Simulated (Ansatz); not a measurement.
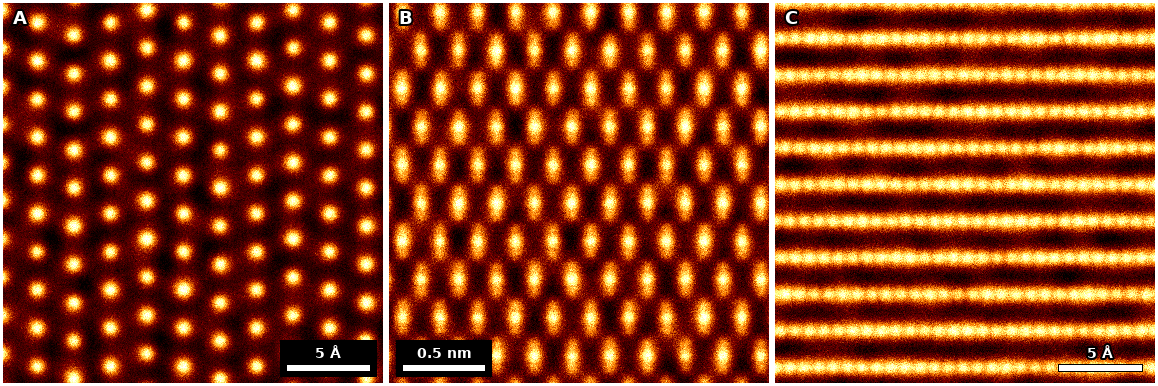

Three views of Si (P6_3/mmc, No. 194) along different zone axes. Simulated as the projected potential of neutral atoms (B = 0.5 Å²) blurred by a 0.50 Å probe, the thin-sample limit of integrated differential phase contrast. Shot noise and the speckle of an amorphous layer were added. Atomic positions: the end point of a relaxation with Ansatz 0.2.0, DFT, PBEsol, plane waves (420 eV) with PAW, scalar-relativistic; the starting structure was generated, so it need not be a known form of this composition.

```cif
data_structure
_symmetry_space_group_name_H-M 'P6_3/mmc'
_symmetry_Int_Tables_number 194
_cell_length_a 2.6943
_cell_length_b 2.6943
_cell_length_c 8.9318
_cell_angle_alpha 90.000
_cell_angle_beta 90.000
_cell_angle_gamma 120.000
_cell_volume 56.15
loop_
_atom_site_label
_atom_site_type_symbol
_atom_site_symmetry_multiplicity
_atom_site_Wyckoff_symbol
_atom_site_fract_x
_atom_site_fract_y
_atom_site_fract_z
_atom_site_occupancy
Si1 Si 2 a 0.00000 0.00000 0.00000 1
Si2 Si 2 c 0.33333 0.66667 0.25000 1
```

**Match the panels to the zone axes [100], [201] and [310].**

A is [100]: projected cell 2.33 × 8.93 Å, 90°, plane group p2mg. B is [201]: projected cell 2.31 × 2.60 Å, 116°, plane group c2mm. C is [310]: projected cell 0.88 × 8.93 Å, 90°.
